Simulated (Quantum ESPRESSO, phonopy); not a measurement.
# LiCl (Fm-3m): a volume series of phonon spectra, part 9 of 9

Wanted: mode Grüneisen parameters of LiCl and a free-energy fit over volumes.

Measurements to reproduce:
- volume expansion coefficient 131.4 1e-6/K and heat capacity C_P per formula unit 48.1 J/mol/K near room temperature (given in “High-Throughput Prediction of Finite-Temperature Properties using the Quasi-Harmonic Approximation”, 2016, arXiv:1603.06924)
- volume expansion coefficient 131.1 1e-6/K near room temperature (given in “Descriptors for thermal expansion in solids”, 2017, arXiv:1701.03966)

Quantum ESPRESSO 7.5; DFT PBE, scalar-relativistic, plane waves, GBRV ultrasoft pseudopotentials.

So far. Step 23 (Ground state at this cell, V/V0 1.05): The run ends at a pressure of -1.40 GPa. Step 24 (Born charges and dielectric tensor): The Born charges sum to zero within 0.0053 e; the rest is removed before use. Acoustic frequencies in this log differ from zero by the error of the sum rule, which ph.x does not impose.

The database entry behind the starting cell differs from later determinations by our own check (0.1 to 0.3 % short, probably kX units), so it need not match the best structure at ambient conditions.

### Step 25. A displaced supercell

System of this step: LiCl. The cell holds 54 atoms: 27 Li and 27 Cl. Cell: a = 11.101 Å, b = 11.101 Å, c = 11.101 Å, α = 60.0°, β = 60.0°, γ = 60.0°. It derives from LiCl, repeated 3×3×3.

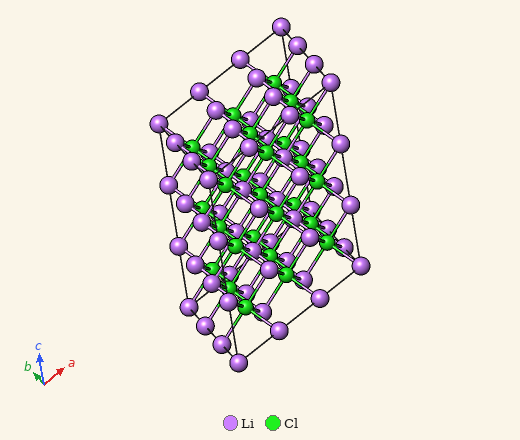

The cell of this step (lithium purple, chlorine green). Bonds to atoms that aren't drawn are left out. Some periodic images of atoms are drawn too.

File disp-00001.in:

```
&CONTROL
  calculation = 'scf'
  prefix      = 'x'
  outdir      = './tmp'
  pseudo_dir  = './pseudo'
  tprnfor     = .true.
  disk_io     = 'none'
/
&SYSTEM
  ibrav       = 0
  nat         = 54
  ntyp        = 2
  ecutwfc     = 45.0
  ecutrho     = 270.0
  occupations = 'fixed'
  nbnd        = 137
/
&ELECTRONS
  conv_thr         = 1.0d-11
  mixing_beta      = 0.7
  electron_maxstep = 100
/
ATOMIC_SPECIES
 Li      6.9400  Li.upf
 Cl     35.4500  Cl.upf
CELL_PARAMETERS angstrom
     0.000000000    7.849574049    7.849574049
     7.849574049    0.000000000    7.849574049
     7.849574049    7.849574049    0.000000000
ATOMIC_POSITIONS crystal
 Li     0.001801644   0.000000000   0.000000000
 Li     0.333333333   0.000000000   0.000000000
 Li     0.666666667   0.000000000   0.000000000
 Li     0.000000000   0.333333333   0.000000000
 Li     0.333333333   0.333333333   0.000000000
 Li     0.666666667   0.333333333   0.000000000
 Li     0.000000000   0.666666667   0.000000000
 Li     0.333333333   0.666666667   0.000000000
 Li     0.666666667   0.666666667   0.000000000
 Li     0.000000000   0.000000000   0.333333333
 Li     0.333333333   0.000000000   0.333333333
 Li     0.666666667   0.000000000   0.333333333
 Li     0.000000000   0.333333333   0.333333333
 Li     0.333333333   0.333333333   0.333333333
 Li     0.666666667   0.333333333   0.333333333
 Li     0.000000000   0.666666667   0.333333333
 Li     0.333333333   0.666666667   0.333333333
 Li     0.666666667   0.666666667   0.333333333
 Li     0.000000000   0.000000000   0.666666667
 Li     0.333333333   0.000000000   0.666666667
 Li     0.666666667   0.000000000   0.666666667
 Li     0.000000000   0.333333333   0.666666667
 Li     0.333333333   0.333333333   0.666666667
 Li     0.666666667   0.333333333   0.666666667
 Li     0.000000000   0.666666667   0.666666667
 Li     0.333333333   0.666666667   0.666666667
 Li     0.666666667   0.666666667   0.666666667
 Cl     0.166666667   0.166666667   0.166666667
 Cl     0.500000000   0.166666667   0.166666667
 Cl     0.833333333   0.166666667   0.166666667
 Cl     0.166666667   0.500000000   0.166666667
 Cl     0.500000000   0.500000000   0.166666667
 Cl     0.833333333   0.500000000   0.166666667
 Cl     0.166666667   0.833333333   0.166666667
 Cl     0.500000000   0.833333333   0.166666667
 Cl     0.833333333   0.833333333   0.166666667
 Cl     0.166666667   0.166666667   0.500000000
 Cl     0.500000000   0.166666667   0.500000000
 Cl     0.833333333   0.166666667   0.500000000
 Cl     0.166666667   0.500000000   0.500000000
 Cl     0.500000000   0.500000000   0.500000000
 Cl     0.833333333   0.500000000   0.500000000
 Cl     0.166666667   0.833333333   0.500000000
 Cl     0.500000000   0.833333333   0.500000000
 Cl     0.833333333   0.833333333   0.500000000
 Cl     0.166666667   0.166666667   0.833333333
 Cl     0.500000000   0.166666667   0.833333333
 Cl     0.833333333   0.166666667   0.833333333
 Cl     0.166666667   0.500000000   0.833333333
 Cl     0.500000000   0.500000000   0.833333333
 Cl     0.833333333   0.500000000   0.833333333
 Cl     0.166666667   0.833333333   0.833333333
 Cl     0.500000000   0.833333333   0.833333333
 Cl     0.833333333   0.833333333   0.833333333
K_POINTS automatic
 2 2 2 0 0 0
```

Command:

```bash
OMP_NUM_THREADS=1 mpirun -n 2 pw.x -nk 2 -in disp-00001.in > disp-00001.out
```

The log of the run:

```text
[banner, memory and clock lines left out]
Program PWSCF v.7.5

     Message from routine setup:
     using ibrav=0 with symmetry is DISCOURAGED, use correct ibrav instead

     G-vector sticks info

     bravais-lattice index     =            0
     lattice parameter (alat)  =      20.9778  a.u.
     unit-cell volume          =    6527.7704 (a.u.)^3
     number of atoms/cell      =           54
     number of atomic types    =            2
     number of electrons       =       270.00
     number of Kohn-Sham states=          137
     kinetic-energy cutoff     =      45.0000  Ry
     charge density cutoff     =     270.0000  Ry
     scf convergence threshold =      1.0E-11
     mixing beta               =       0.7000
     number of iterations used =            8  plain     mixing
     Exchange-correlation=  SLA  PW   PBX  PBC
                           (   1   4   3   4   0   0   0)

     celldm(1)=  20.977801  celldm(2)=   0.000000  celldm(3)=   0.000000
     celldm(4)=   0.000000  celldm(5)=   0.000000  celldm(6)=   0.000000

     crystal axes: (cart. coord. in units of alat)
               a(1) = (   0.000000   0.707107   0.707107 )
               a(2) = (   0.707107   0.000000   0.707107 )
               a(3) = (   0.707107   0.707107   0.000000 )

     reciprocal axes: (cart. coord. in units 2 pi/alat)
               b(1) = ( -0.707107  0.707107  0.707107 )
               b(2) = (  0.707107 -0.707107  0.707107 )
               b(3) = (  0.707107  0.707107 -0.707107 )

     PseudoPot. # 1 for Li read from file:
     ./pseudo/Li.upf
     Pseudo is Ultrasoft, Zval =  3.0
     Using radial grid of  751 points,  5 beta functions with:
                l(1) =   0
                l(2) =   0
                l(3) =   0
[...]
Q(r) pseudized with 10 coefficients,  rinner =    1.150   1.150   1.150

     PseudoPot. # 2 for Cl read from file:
     ./pseudo/Cl.upf
     Pseudo is Ultrasoft + core correction, Zval =  7.0
     Using radial grid of  909 points,  6 beta functions with:
[...]
l(5) =   2
                l(6) =   2
     Q(r) pseudized with  8 coefficients,  rinner =    1.300   1.300   1.300
                                                       1.300   1.300

     atomic species   valence    mass     pseudopotential
     Li                3.00     6.94000     Li( 1.00)
     Cl                7.00    35.45000     Cl( 1.00)

      4 Sym. Ops. (no inversion) found

   Cartesian axes

     site n.     atom                  positions (alat units)
         1        Li     tau(   1) = (   0.0000000   0.0012740   0.0012740  )
         2        Li     tau(   2) = (   0.0000000   0.2357023   0.2357023  )
         3        Li     tau(   3) = (   0.0000000   0.4714045   0.4714045  )
[...]
26        Li     tau(  26) = (   0.9428090   0.7071068   0.7071068  )
        27        Li     tau(  27) = (   0.9428090   0.9428090   0.9428090  )
        28        Cl     tau(  28) = (   0.2357023   0.2357023   0.2357023  )
        29        Cl     tau(  29) = (   0.2357023   0.4714045   0.4714045  )
        30        Cl     tau(  30) = (   0.2357023   0.7071068   0.7071068  )
[...]
53        Cl     tau(  53) = (   1.1785113   0.9428090   0.9428090  )
        54        Cl     tau(  54) = (   1.1785113   1.1785113   1.1785113  )

     number of k points=     5
                       cart. coord. in units 2pi/alat
        k(    1) = (   0.0000000   0.0000000   0.0000000), wk =   0.2500000
        k(    2) = (  -0.3535534  -0.3535534   0.3535534), wk =   0.5000000
        k(    3) = (  -0.7071068   0.0000000   0.0000000), wk =   0.2500000
        k(    4) = (  -0.3535534  -0.3535534  -0.3535534), wk =   0.5000000
        k(    5) = (   0.0000000  -0.7071068   0.0000000), wk =   0.5000000

     Dense  grid:   488897 G-vectors     FFT dimensions: ( 120, 120, 120)

     Smooth grid:   266563 G-vectors     FFT dimensions: (  90,  90,  90)

     Initial potential from superposition of free atoms

     starting charge     257.8297, renormalised to     270.0000

     negative rho (up, down):  4.291E-01 0.000E+00
     Starting wfcs are  243 randomized atomic wfcs

     per-process dynamical memory:   921.0 Mb

     Self-consistent Calculation

     iteration #  1     ecut=    45.00 Ry     beta= 0.70
     Davidson diagonalization with overlap
     ethr =  1.00E-02,  avg # of iterations =  1.4

     Threshold (ethr) on eigenvalues was too large:
     Diagonalizing with lowered threshold

     Davidson diagonalization with overlap
     ethr =  1.75E-04,  avg # of iterations =  3.0

     negative rho (up, down):  4.037E-01 0.000E+00

     total energy              =   -1296.79715176 Ry
     estimated scf accuracy    <       0.49432153 Ry

     iteration #  2     ecut=    45.00 Ry     beta= 0.70
     Davidson diagonalization with overlap
     ethr =  1.83E-04,  avg # of iterations =  2.0

     negative rho (up, down):  3.956E-01 0.000E+00

     total energy              =   -1296.82042830 Ry
     estimated scf accuracy    <       0.02502574 Ry

     iteration #  3     ecut=    45.00 Ry     beta= 0.70
[...]
total energy              =   -1296.83381306 Ry
     estimated scf accuracy    <       0.00107456 Ry

[...]
total energy              =   -1296.83510288 Ry
     estimated scf accuracy    <       0.00116432 Ry

[...]
total energy              =   -1296.83509746 Ry
     estimated scf accuracy    <       0.00016253 Ry

[...]
ethr =  6.02E-08,  avg # of iterations =  4.6

     negative rho (up, down):  3.946E-01 0.000E+00

     total energy              =   -1296.83517108 Ry
     estimated scf accuracy    <       0.00004976 Ry

     iteration #  7     ecut=    45.00 Ry     beta= 0.70
     Davidson diagonalization with overlap
     ethr =  1.84E-08,  avg # of iterations =  5.0

     negative rho (up, down):  3.946E-01 0.000E+00

     total energy              =   -1296.83518030 Ry
     estimated scf accuracy    <       0.00000174 Ry

     iteration #  8     ecut=    45.00 Ry     beta= 0.70
     Davidson diagonalization with overlap
```

It took 16 min on 2 MPI ranks of Arm Neoverse V1, shared host.

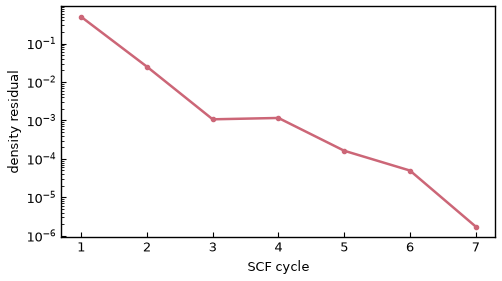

Residual by cycle in this run.

The run was cut off at its time limit.

After 7 cycles the residual stands at 1.7e-6.

### Step 26. Mode Grüneisen parameters

This step: DFT PBE, scalar-relativistic, plane waves, GBRV ultrasoft pseudopotentials (phonopy 4.10.0).

This step gave:

- share of modes with a negative Grüneisen parameter: 0

Mean Grüneisen, by row:

| T (K) | heat-capacity-weighted mean | root mean square |
| --- | --- | --- |
| 50 | 2.084 | 2.29 |
| 100 | 2.189 | 2.404 |
| 200 | 2.169 | 2.391 |
| 300 | 2.154 | 2.38 |
| 500 | 2.145 | 2.372 |
| 800 | 2.141 | 2.369 |

Table of mean mode Grueneisen parameter by wavenumber:

| wavenumber (cm⁻¹) | mean mode Grueneisen parameter |
| --- | --- |
| 6 | - |
| 45 | 2.06 |
| 84 | 2.19 |
| 136 | 1.31 |
| 175 | 3 |
| 214 | 2.21 |
| 252 | 1.71 |
| 304 | 1.21 |
| 343 | 1 |
| 382 | 0.912 |

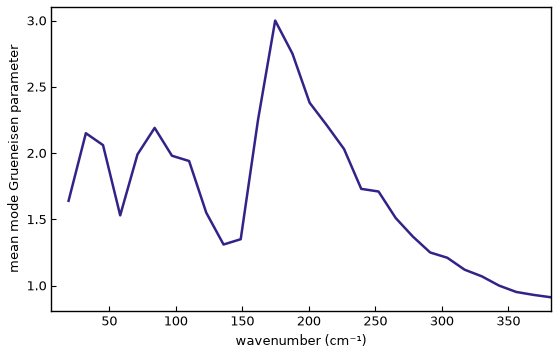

Mean mode Grueneisen parameter against wavenumber.

Volume series, by row:

| V/V0 | V (Å³/atom) | pressure (GPa) | E - E0 (meV/atom) | gap (eV) | zero-point energy (meV/atom) | lowest on the path (cm⁻¹) | highest at Gamma without the LO-TO term (cm⁻¹) |
| --- | --- | --- | --- | --- | --- | --- | --- |
| 0.985 | 16.8 | 0.498 | 0.411 | 6.351 | 34.67 | 0 | 179.1 |
| 1 | 17.06 | 0.001 | 0 | 6.264 | 33.6 | 0 | 168.2 |
| 1.015 | 17.32 | -0.459 | 0.347 | 6.181 | 32.6 | 0 | 157.4 |

Optical frequency at Gamma without the LO-TO term, mode 4 against V/V0:

| V/V0 | optical frequency at Gamma without the LO-TO term, mode 4 (cm⁻¹) |
| --- | --- |
| 0.9850 | 179 |
| 1.0000 | 168 |
| 1.0150 | 157 |

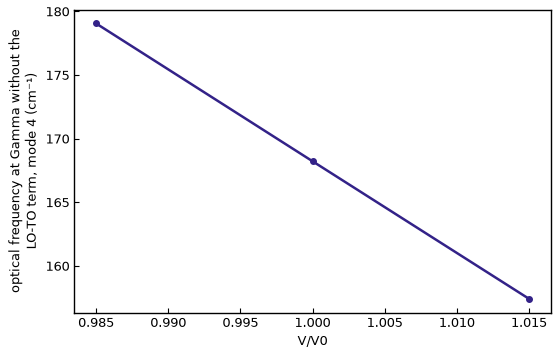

Optical frequency at Gamma without the LO-TO term, mode 4, plotted against V/V0.

Grüneisen at points, by row:

| point | branch | frequency (cm⁻¹) | mode Grüneisen parameter |
| --- | --- | --- | --- |
| Γ | 4 | 168.2 | 4.29 |
| Γ | 6 | 383.2 | 0.94 |
| X | 1 | 130.6 | 0.35 |
| X | 3 | 164.4 | 3.84 |
| X | 6 | 194.6 | 1.4 |
| U | 1 | 127.4 | 1.46 |
| U | 2 | 164.9 | 1.43 |
| U | 3 | 178.3 | 3.47 |
| U | 4 | 179.7 | 0.87 |
| U | 5 | 189.5 | 3.51 |
| U | 6 | 240.4 | 1.91 |
| K | 1 | 127.4 | 1.46 |
| K | 2 | 164.9 | 1.43 |
| K | 3 | 178.3 | 3.47 |
| K | 4 | 179.7 | 0.87 |
| K | 5 | 189.5 | 3.51 |
| K | 6 | 240.4 | 1.91 |
| L | 1 | 104.7 | 2.66 |
| L | 3 | 192.2 | 2.68 |
| L | 5 | 203.3 | 1.28 |
| L | 6 | 387.9 | 0.88 |
| W | 1 | 142.4 | 1.82 |
| W | 2 | 168.4 | 0.84 |
| W | 4 | 189.7 | 3.5 |
| W | 6 | 231.8 | 1.91 |

### Step 27. Summary of results

```yaml
mean_mode_grueneisen_parameter_at_300_k: 2.15
```

In words: Too few volumes were finished for a free-energy fit, so no expansion is given. The heat-capacity-weighted Grüneisen parameter goes from 2.08 at 50 K to 2.14 at 800 K. Weighting γ by the density of states and each mode's heat capacity at 300 K, modes below 130 cm⁻¹ give about 22 % of the sum of γC that drives the expansion, those up to 260 cm⁻¹ 72 % and the rest 6 %. Among the labelled points γ is largest for branch 4 at Γ (168 cm⁻¹, 4.3) and smallest for branch 1 at X (131 cm⁻¹, 0.35). The supercell is 8.9 Å across at its narrowest and was not tested against a larger one: only its own wavevectors are exact, and acoustic branches between them, with the entropy at low temperature, can be off.

[Logs are printed without paths, hosts, clocks, repeated set-up lines and the standing remarks that a program may print on its own settings, such as how far it seeks lower states.]

[Hosts, paths, dates, database ids (printed as entryN), source tags and the programs' standing remarks are cut or masked in the printed files.]

[A step with changed settings may run another functional than the one named; its input shows which.]

[Of the runs on displaced cells, only some may be shown.]
